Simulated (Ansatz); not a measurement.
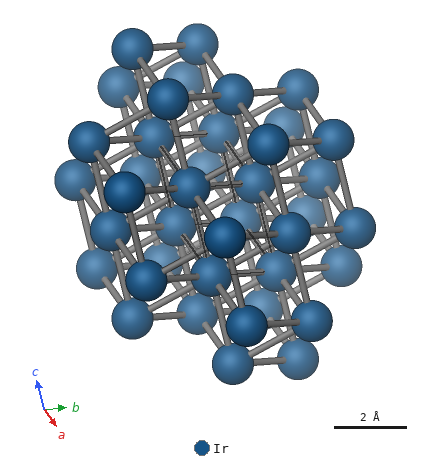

The figure gives a ball-and-stick picture of the atoms, viewed from a general direction. The edges of the simulation cell are marked. Atoms of adjacent cells appear where they bond to atoms in the box.

Input used:
```yaml
crystal:
  lattice:
    - [-1.5360995062, 1.5360995062, 1.5360995062]
    - [1.5360995062, -1.5360995062, 1.5360995062]
    - [1.5360995062, 1.5360995062, -1.5360995062]
  atoms:
    - { symbol: Ir, position: [0.0, 0.0, 0.0] }
basis:
  ecutwfc: 420
  ecutrho_ratio: 4
kpoints:
  mp_grid: { grid: [10, 10, 10] }
  band_path:
    path:
      - [[0.0, 0.0, 0.0], [0.5, -0.5, 0.5], [0.0, 0.0, 0.5], [0.0, 0.0, 0.0], [0.25, 0.25, 0.25], [0.5, -0.5, 0.5]]
      - [[0.25, 0.25, 0.25], [0.0, 0.0, 0.5]]
    npoints: 4
hamiltonian:
  xc: hse06
scf:
  occupations: { method: gaussian, width: 0.05 }
  n_extra_bands: 7
output:
  forces: true
  stress: true
  eigenvalues: true
  populations: true
  dos: { projected: true, de: 0.02 }
  bader: false
```

All computed values are from DFT HSE06, scalar-relativistic, plane waves, PAW in Ansatz 0.2.0. Settings: plane waves up to 420 eV, k-points on a 10×10×10 grid, Gaussian smearing of 0.05 eV, no spin polarisation.

### Is it conducting or gapped at this level?

A metal: bands cross the Fermi level.

### What is the pressure at this volume?

The computed pressure is -0.1 GPa, close to zero.

The structure comes from a structure type filled with this element by a generator (whether the element takes this form wasn't checked). Earlier steps of the study may have refined or changed the cell and positions. Ansatz was used for an electronic-structure calculation on it.
